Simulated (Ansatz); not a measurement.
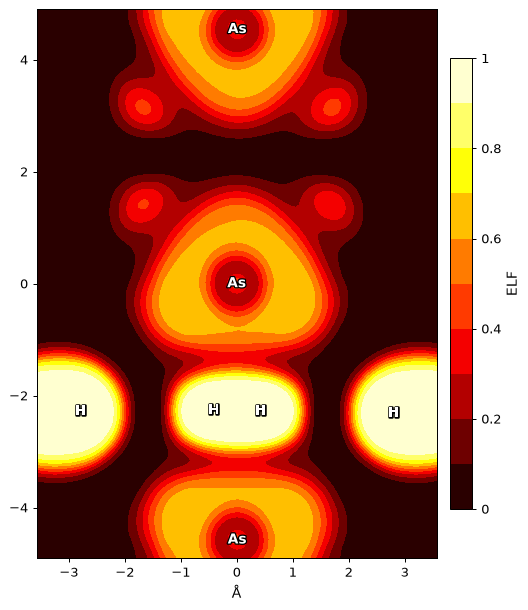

The picture shows: AsH3. Electron localisation function on the (101) plane of the conventional cell.

Space group P1; a generated structure, not necessarily the stable one; not relaxed (largest force 1.5 eV/Å); computed pressure about −4 GPa in this cell.

Computed with DFT, PAW plane waves, mr2SCAN in Ansatz.

In a PAW calculation such maps are meaningful between the atoms, not at the nuclei.

```
As H
1.0
     0.00050    0.00026   -6.44363
     0.00125   -6.44372    0.00026
    -6.45030    0.00125    0.00050
As H
4 12
Cartesian
  -4.8270 -4.8194 -4.8274
  -4.8374 -1.6170 -1.6250
  -1.6045 -1.5798 -4.8245
  -1.6336 -4.8305 -1.6105
  -5.2694 -3.2399 -6.4354
  -0.0023 -2.0361 -3.2234
  -1.1862 -3.2439 -0.0129
  -6.4382 -4.4176 -3.2345
  -0.0132 -5.2508 -3.2436
  -3.2444 -6.4267 -2.0359
  -0.0150 -1.1802 -3.1973
  -3.2121 -6.4284 -4.4233
  -4.3913 -3.2271 -6.4394
  -3.2023 -6.4177 -5.2606
  -2.0484 -3.2277 -0.0011
  -3.2083 -0.0162 -1.1632
```

Interpret the plot.

- The plane passes through As and H nuclei.
- H–H (0.83 Å): the ELF peaks at about 1 between the atoms.
- As–H (2.30 Å): the ELF climbs to about 1 towards the hydrogen, as it does in any bond to H.
- As–H (2.34 Å): the ELF climbs to about 1 towards the hydrogen.
